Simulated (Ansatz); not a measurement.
Geometry relaxation, with input and output: Ti2Si5 (part 2 of 3)

Continued. System: Ti2Si5 (slab, 14 atoms in the cell). Method: DFT r2SCAN, scalar-relativistic, plane waves, PAW, no spin polarisation (Ansatz 0.2.0); cutoff 500 eV, 10×10×1 k-mesh, Gaussian smearing of 0.1 eV. The structure derives from a Materials Project entry. It belongs to a series of runs on one base structure; here: (0 1 0) slab, atoms relaxed.

Geometry of the input (Å; fractional positions):
```
3.5284  0.0000  0.0000
0.0000  3.5646  0.0000
0.0000  0.0000  28.5160
Si 0.0000  0.2500  0.2630
Si 0.5000  0.7500  0.2632
Ti 0.5000  0.2500  0.3327
Si 0.0000  0.7500  0.3539
Si 0.0000  0.2500  0.4092
Ti 0.5000  0.7500  0.4304
Si 0.5000  0.2500  0.4999
Si 0.0000  0.7500  0.5001
Ti 0.0000  0.2500  0.5696
Si 0.5000  0.7500  0.5908
Si 0.5000  0.2500  0.6461
Ti 0.0000  0.7500  0.6673
Si 0.0000  0.2500  0.7368
Si 0.5000  0.7500  0.7370
```

Output, continued
```
SCF iter   1: F=—  HF=-16411.749344 eV  |F-HF|=—  |Δ(HF+E_count)|=         —  Δρ=1.29e-3  dr2=3.63e-2  dr2_τ=7.96e-2  ethr=4.04e-5  p=0.000 e·Å  D=3.14e-8 V/Å  ΔV_dip=-0.00 eV  dr2_dipole=1.69e-8  V_vac-E_F(+/−)=5.27/5.27 eV  ⟨swp⟩=3.0  Hψ=4888  notcnv=0  defer=214
efield: sawtooth ramp at fractional position 0.9800 (handed on by an earlier solve), width 0.0400; the density the first Hamiltonian is built on has a dipole p = 0.000 e·Å; the dipole correction subtracts the counter field D = 3.14e-8 V/Å, which shifts the + side's vacuum level by -0.00 eV against the − side's; the planar-averaged density in the ramp window peaks in size at 1.1e-6 e/Å³
preconditioner: auto → LDOS  [metal: Δε(μ)=0.018 eV  Ē_g=6.712 eV  σ=0.100 eV  W_gap=0.10  n_scr=62 (ndim 8)  ℏωp=14.7 eV  f_vac=0.383  D(μ)=5.37/eV (n_scr^D=14)  β→1.0]
SCF iter   2: F=—  HF=-16411.792065 eV  |F-HF|=—  |Δ(HF+E_count)|=   4.27e-2  Δρ=7.37e-4  dr2=4.75e-3  dr2_τ=1.84e-4  ethr=4.04e-5  p=-0.000 e·Å  D=-4.39e-6 V/Å  ΔV_dip=0.00 eV  dr2_dipole=9.85e-9  V_vac-E_F(+/−)=5.28/5.28 eV  ⟨swp⟩=2.0  Hψ=3925  notcnv=0  defer=214
SCF iter   3: F=—  HF=-16411.791417 eV  |F-HF|=—  |Δ(HF+E_count)|=   6.48e-4  Δρ=2.90e-4  dr2=1.04e-3  dr2_τ=1.62e-5  ethr=5.40e-6  p=0.000 e·Å  D=2.90e-6 V/Å  ΔV_dip=-0.00 eV  dr2_dipole=4.61e-10  V_vac-E_F(+/−)=5.26/5.27 eV  ⟨swp⟩=3.1  Hψ=3645  notcnv=0  defer=214
SCF iter   4: F=—  HF=-16411.791118 eV  |F-HF|=—  |Δ(HF+E_count)|=   2.99e-4  Δρ=7.22e-5  dr2=8.41e-5  dr2_τ=1.51e-6  ethr=1.18e-6  p=0.000 e·Å  D=6.25e-7 V/Å  ΔV_dip=-0.00 eV  dr2_dipole=3.78e-11  V_vac-E_F(+/−)=5.27/5.27 eV  ⟨swp⟩=2.6  Hψ=3044  notcnv=0  defer=214
SCF iter   5: F=—  HF=-16411.791123 eV  |F-HF|=—  |Δ(HF+E_count)|=   4.95e-6  Δρ=2.68e-5  dr2=3.90e-6  dr2_τ=2.70e-7  ethr=9.55e-8  p=-0.000 e·Å  D=-2.12e-7 V/Å  ΔV_dip=0.00 eV  dr2_dipole=1.34e-11  V_vac-E_F(+/−)=5.27/5.27 eV  ⟨swp⟩=2.4  Hψ=2969  notcnv=0  defer=214
SCF iter   6: F=-16411.791123 eV  HF=-16411.791123 eV  |F-HF|=5.24e-8  |Δ(HF+E_count)|=   4.71e-7  Δρ=8.51e-6  dr2=3.35e-7  dr2_τ=7.94e-9  ethr=1.90e-9  p=0.000 e·Å  D=8.94e-8 V/Å  ΔV_dip=-0.00 eV  dr2_dipole=1.21e-12  V_vac-E_F(+/−)=5.27/5.27 eV  ⟨swp⟩=24.0  Hψ=24254  notcnv=0
SCF 4 converged in 6 iterations: F = -16411.791123 eV  dr2 = 3.35e-7
  greatest PAW one-centre occupation: 1.001 electrons in one spin orbital (limit 2), on the Ti atom at site 11 (counted from 0), in its partial waves of l = 1
relax step   4: F+E_penalty+E_count = -16411.79112254 eV  Δ(F+E_penalty+E_count) = -2.991e-3 eV  max|allowed force component| = 3.589e-2 eV/Å  Δτ_max = 0.0258 Å  (6 SCF iters, dr2 threshold 1.67e-6 eV, accepted)
SCF iter   1: F=—  HF=-16411.788059 eV  |F-HF|=—  |Δ(HF+E_count)|=         —  Δρ=3.63e-4  dr2=1.86e-3  dr2_τ=6.74e-3  ethr=5.04e-5  p=0.000 e·Å  D=8.94e-8 V/Å  ΔV_dip=-0.00 eV  dr2_dipole=7.57e-9  V_vac-E_F(+/−)=5.27/5.27 eV  ⟨swp⟩=2.1  Hψ=3475  notcnv=0  defer=72
efield: sawtooth ramp at fractional position 0.9800 (handed on by an earlier solve), width 0.0400; the density the first Hamiltonian is built on has a dipole p = 0.000 e·Å; the dipole correction subtracts the counter field D = 8.94e-8 V/Å, which shifts the + side's vacuum level by -0.00 eV against the − side's; the planar-averaged density in the ramp window peaks in size at 9.8e-7 e/Å³
preconditioner: auto → LDOS  [metal: Δε(μ)=0.005 eV  Ē_g=6.716 eV  σ=0.100 eV  W_gap=0.03  n_scr=62 (ndim 8)  ℏωp=14.7 eV  f_vac=0.382  D(μ)=5.08/eV (n_scr^D=14)  β→1.0]
SCF iter   2: F=—  HF=-16411.791876 eV  |F-HF|=—  |Δ(HF+E_count)|=   3.82e-3  Δρ=2.66e-4  dr2=1.23e-3  dr2_τ=1.66e-5  ethr=2.12e-6  p=0.000 e·Å  D=5.73e-7 V/Å  ΔV_dip=-0.00 eV  dr2_dipole=4.57e-9  V_vac-E_F(+/−)=5.27/5.27 eV  ⟨swp⟩=2.9  Hψ=4224  notcnv=0  defer=68
SCF iter   3: F=—  HF=-16411.791699 eV  |F-HF|=—  |Δ(HF+E_count)|=   1.77e-4  Δρ=8.95e-5  dr2=8.57e-5  dr2_τ=1.27e-6  ethr=1.40e-6  p=-0.000 e·Å  D=-9.35e-8 V/Å  ΔV_dip=0.00 eV  dr2_dipole=1.54e-12  V_vac-E_F(+/−)=5.27/5.27 eV  ⟨swp⟩=2.0  Hψ=2636  notcnv=0  defer=68
SCF iter   4: F=—  HF=-16411.791531 eV  |F-HF|=—  |Δ(HF+E_count)|=   1.68e-4  Δρ=2.08e-5  dr2=6.32e-6  dr2_τ=1.45e-7  ethr=9.74e-8  p=-0.000 e·Å  D=-7.96e-8 V/Å  ΔV_dip=0.00 eV  dr2_dipole=4.63e-11  V_vac-E_F(+/−)=5.27/5.27 eV  ⟨swp⟩=2.4  Hψ=2786  notcnv=0  defer=68
SCF iter   5: F=—  HF=-16411.791531 eV  |F-HF|=—  |Δ(HF+E_count)|=   4.31e-8  Δρ=7.86e-6  dr2=3.27e-7  dr2_τ=3.38e-8  ethr=7.18e-9  p=-0.000 e·Å  D=-1.77e-8 V/Å  ΔV_dip=0.00 eV  dr2_dipole=3.03e-12  V_vac-E_F(+/−)=5.27/5.27 eV  ⟨swp⟩=2.4  Hψ=3076  notcnv=0  defer=68
SCF iter   6: F=-16411.791531 eV  HF=-16411.791531 eV  |F-HF|=1.35e-8  |Δ(HF+E_count)|=   3.64e-9  Δρ=2.55e-6  dr2=4.20e-8  dr2_τ=8.35e-10  ethr=1.14e-10  p=-0.000 e·Å  D=-1.52e-8 V/Å  ΔV_dip=0.00 eV  dr2_dipole=1.03e-13  V_vac-E_F(+/−)=5.27/5.27 eV  ⟨swp⟩=20.4  Hψ=19320  notcnv=0
SCF 5 converged in 6 iterations: F = -16411.791531 eV  dr2 = 4.20e-8
relax step   5: F+E_penalty+E_count = -16411.79153107 eV  Δ(F+E_penalty+E_count) = -4.085e-4 eV  max|allowed force component| = 2.007e-2 eV/Å  Δτ_max = 0.0074 Å  (6 SCF iters, accepted)
SCF iter   1: F=—  HF=-16411.791367 eV  |F-HF|=—  |Δ(HF+E_count)|=         —  Δρ=1.15e-4  dr2=4.45e-4  dr2_τ=6.37e-4  ethr=2.40e-6  p=-0.000 e·Å  D=-1.51e-8 V/Å  ΔV_dip=0.00 eV  dr2_dipole=8.61e-11  V_vac-E_F(+/−)=5.27/5.27 eV  ⟨swp⟩=2.0  Hψ=3599  notcnv=0
efield: sawtooth ramp at fractional position 0.9800 (handed on by an earlier solve), width 0.0400; the density the first Hamiltonian is built on has a dipole p = -0.000 e·Å; the dipole correction subtracts the counter field D = -1.51e-8 V/Å, which shifts the + side's vacuum level by +0.00 eV against the − side's; the planar-averaged density in the ramp window peaks in size at 8.8e-7 e/Å³
preconditioner: auto → LDOS  [metal: Δε(μ)=0.011 eV  Ē_g=6.713 eV  σ=0.100 eV  W_gap=0.06  n_scr=62 (ndim 8)  ℏωp=14.7 eV  f_vac=0.382  D(μ)=5.11/eV (n_scr^D=14)  β→1.0]
SCF iter   2: F=—  HF=-16411.791734 eV  |F-HF|=—  |Δ(HF+E_count)|=   3.68e-4  Δρ=6.42e-5  dr2=1.03e-4  dr2_τ=1.23e-6  ethr=5.05e-7  p=-0.000 e·Å  D=-1.48e-7 V/Å  ΔV_dip=0.00 eV  dr2_dipole=1.65e-10  V_vac-E_F(+/−)=5.27/5.27 eV  ⟨swp⟩=2.6  Hψ=4142  notcnv=0
SCF iter   3: F=—  HF=-16411.791725 eV  |F-HF|=—  |Δ(HF+E_count)|=   9.11e-6  Δρ=2.26e-5  dr2=1.11e-5  dr2_τ=9.33e-8  ethr=1.17e-7  p=0.000 e·Å  D=4.82e-8 V/Å  ΔV_dip=-0.00 eV  dr2_dipole=4.62e-14  V_vac-E_F(+/−)=5.27/5.27 eV  ⟨swp⟩=2.0  Hψ=2549  notcnv=0
SCF iter   4: F=—  HF=-16411.791568 eV  |F-HF|=—  |Δ(HF+E_count)|=   1.57e-4  Δρ=8.03e-6  dr2=7.14e-7  dr2_τ=2.40e-8  ethr=1.26e-8  p=0.000 e·Å  D=3.10e-8 V/Å  ΔV_dip=-0.00 eV  dr2_dipole=5.94e-12  V_vac-E_F(+/−)=5.27/5.27 eV  ⟨swp⟩=2.2  Hψ=2611  notcnv=0
SCF iter   5: F=-16411.791568 eV  HF=-16411.791568 eV  |F-HF|=4.07e-8  |Δ(HF+E_count)|=   2.13e-8  Δρ=2.99e-6  dr2=5.45e-8  dr2_τ=4.43e-9  ethr=1.14e-10  p=0.000 e·Å  D=2.33e-8 V/Å  ΔV_dip=-0.00 eV  dr2_dipole=4.34e-13  V_vac-E_F(+/−)=5.27/5.27 eV  ⟨swp⟩=18.4  Hψ=18948  notcnv=0
SCF 6 converged in 5 iterations: F = -16411.791568 eV  dr2 = 5.45e-8
relax step   6: F+E_penalty+E_count = -16411.79156816 eV  Δ(F+E_penalty+E_count) = -3.708e-5 eV  max|allowed force component| = 1.272e-3 eV/Å  Δτ_max = 0.0024 Å  (5 SCF iters, accepted)
iter 1 solved again at ethr=6.15e-11 eV; its pass at ethr=3.10e-3 eV (dr2=5.41e-8 eV) is discarded
SCF iter   1: F=—  HF=-16411.791568 eV  |F-HF|=—  |Δ(HF+E_count)|=         —  Δρ=2.99e-6  dr2=5.45e-8  dr2_τ=4.43e-9  ethr=6.15e-11  p=0.000 e·Å  D=2.33e-8 V/Å  ΔV_dip=-0.00 eV  dr2_dipole=4.40e-13  V_vac-E_F(+/−)=5.27/5.27 eV  ⟨swp⟩=1.0  Hψ=5868  notcnv=0
efield: sawtooth ramp at fractional position 0.9800 (kept from the solve that this one continues, or follows in the run), width 0.0400; the density the first Hamiltonian is built on has a dipole p = 0.000 e·Å; the dipole correction subtracts the counter field D = 2.33e-8 V/Å, which shifts the + side's vacuum level by -0.00 eV against the − side's; the planar-averaged density in the ramp window peaks in size at 9.0e-7 e/Å³
preconditioner: auto → LDOS  [metal: Δε(μ)=0.009 eV  Ē_g=6.712 eV  σ=0.100 eV  W_gap=0.05  n_scr=62 (ndim 8)  ℏωp=14.7 eV  f_vac=0.382  D(μ)=5.14/eV (n_scr^D=14)  β→1.0]
SCF iter   2: F=-16411.791568 eV  HF=-16411.791568 eV  |F-HF|=7.08e-8  |Δ(HF+E_count)|=   1.04e-8  Δρ=3.53e-6  dr2=7.72e-8  dr2_τ=3.56e-9  ethr=6.15e-11  p=0.000 e·Å  D=1.82e-8 V/Å  ΔV_dip=-0.00 eV  dr2_dipole=4.10e-13  V_vac-E_F(+/−)=5.27/5.27 eV  ⟨swp⟩=12.4  Hψ=15622  notcnv=0
SCF 7 converged in 2 iterations: F = -16411.791568 eV  dr2 = 7.72e-8
```

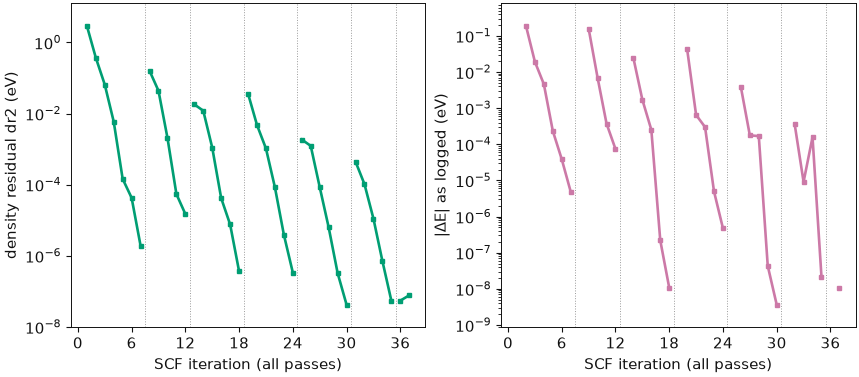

Figure 1. Convergence of the self-consistent field: density residual dr2 and size of the energy change against the SCF iteration. Dotted lines part the SCF passes that the log prints in full.

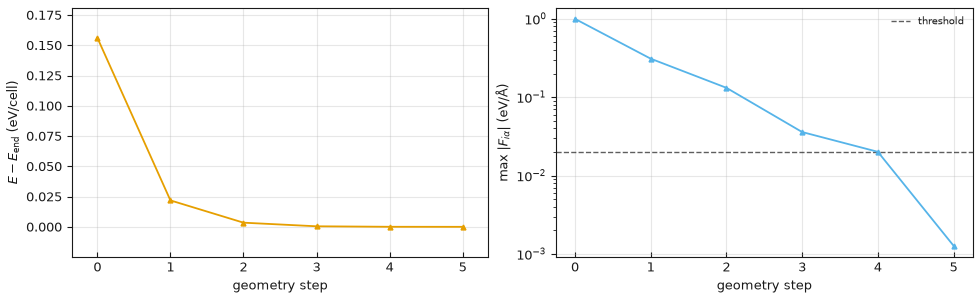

Figure 2. Progress of the relaxation, step by step (the first geometry is step 0 here and step 1 in the log).

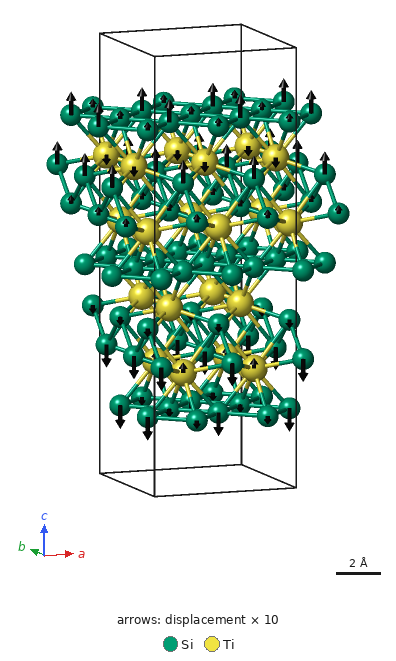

Figure 3. The starting structure with the displacements as black arrows, magnified 10 times (ball-and-stick view of the 2 × 2 repeat of the cell, with the vacuum cut short, with bonded neighbours outside it, seen slightly off an axis). The largest moves, 0.11 Å, are those of Si1, Si4, Si11 and Si14. By element the largest moves are Si 0.11 Å, Ti 0.05 Å. The cell doesn't change. Among the contacts that change: Si1–Ti3 2.657 → 2.779 Å, Si4–Ti6 2.806 → 2.892 Å, Si10–Ti12 2.806 → 2.736 Å, Si2–Ti3 2.665 → 2.732 Å. Among the angles that change: Ti3–Si1–Ti3 83.2° → 78.8°, Si2–Si1–Si2 179.8° → 176.5°, Si2–Si1–Ti3 117.8° → 115.0°. Over 5 geometry steps the energy falls by 0.156 eV per cell of the calculation. Largest force component: 1 eV/Å at the start, 0.0013 eV/Å at the end. (Atoms are counted from 1 in the order of the input.)

```
WARN: The output density's exchange-correlation potential varies sharply where the density is thin. Do not read a vacuum level from v_tot or v_xc, or from such a field of the output density. On a cell that repeats whose density bears no net charge and no dipole along the vacuum's axis use v_es (v_loc + v_h of the components); under efield.dipole_correction with no amplitude use v_es + v_field, which holds any external_charges[].barrier, or the levels of the report's work_function block, which leave it out; under a non-zero efield.amplitude the vacuum is tilted and has no level; on a cell that repeats and bears such a dipole with no correction it is tilted too, and efield.dipole_correction with no amplitude gives each side of its ramp a level where efield: is served; in a cell that repeats whose density bears a net charge (total_charge, or a fill off its count) it is curved and has none; of a slab under crystal.periodic whose density bears no net charge use v_es, which has a level on each side, short of where the two are joined; of another it falls or rises all the way out and has none; of a slab beside external_charges read slab_vacuum_level instead, which it has where they leave it neutral. The grid or the basis barely resolves most such structure, and the values can differ between equally converged runs; as a rule a tighter scf.convergence.dr2_threshold does not remove it. Where the density itself ripples (under the LDA too) a higher basis.ecutwfc lessens it. The files hold the spikes' plane waves up to the density's cutoff. Files: v_tot_of_output_density and the like, and their columns of v_z.tsv (output.write_potential); v_xc_of_output_density and the like, and their columns of v_comp_z.tsv (output.write_potential_components). Measured: with its Gaussian average of σ = 0.25 Å subtracted twice, the exchange-correlation potential is over 0.1 eV at 511 of the grid points where the equally averaged density (valence and model cores) is under 1e-3 e/Å³, and 0.392 eV at the most among them, at an averaged density of 9.6e-9 e/Å³. The input density's (outcome.potential() and, of a run that writes arrays, v_tot and v_xc) is over 0.1 eV, so measured, at 70 points of its own thin density, 0.245 eV at the most. See output.write_potential in the manual, Limitations
SCF converged after 2 iterations
Free energy (F): -16411.791568 eV
Harris-Foulkes:  -16411.791568 eV  (|F-HF|=7.08e-8)
Internal energy: -16411.765892 eV  (E = F + TS)
E sigma→0 (E₀):  -16411.778730 eV
Entropy (-TS):   -0.025676 eV (-1.834 meV/atom)
Fermi energy:    4.531977 eV
Dipole field:    D = 0.000001 V/Å  (p = 0.000001 e·Å, saw-weighted, corrected)
Work function:   Φ+ = 5.2682 eV   Φ− = 5.2682 eV
Levels:          The Fermi level and band energies are counted from a zero that moves with the ramp; work functions are not
--- Per-component energies (eV) ---
  E_band       = -1166.653934
  E_kinetic    = 1513.615536
  E_local      = -65786.368698  (includes V_loc(G=0)·N_el)
  E_nonlocal   = 275.160002
  E_hartree    = 32283.092273
  E_xc         = -897.137932
  E_vxc        = -1046.519221  (∫ρ·V_xc dr)
  E_paw        = -9421.799535  (= ΣΔE_a)
  E_vpaw       = -746.667983  (= ΣTr[D̂ρ^β])
  E_aug_tail   = 0.000441  (compensation charges beyond the density's cutoff)
  E_vtau       = 57.930496  (kinetic-family band-sum trace: ∫τ·v_τ [+ j·A + Jᵃ·Aᵃ] dr)
  E_efield     = 0.000000  (sawtooth field / dipole correction)
  E_vefield    = 0.000000  (∫n·V_field dr)
  E_ewald      = 25623.450179
  E_core_change = -1.778158  (= ΣΔE_core)
  E_smearing   = -0.025676  (= −TS)
  E_closure    = 0.000000  (closes the sum)
  Σ components = -16411.791568   (vs F -16411.791568, Δ=0.00e0)
```
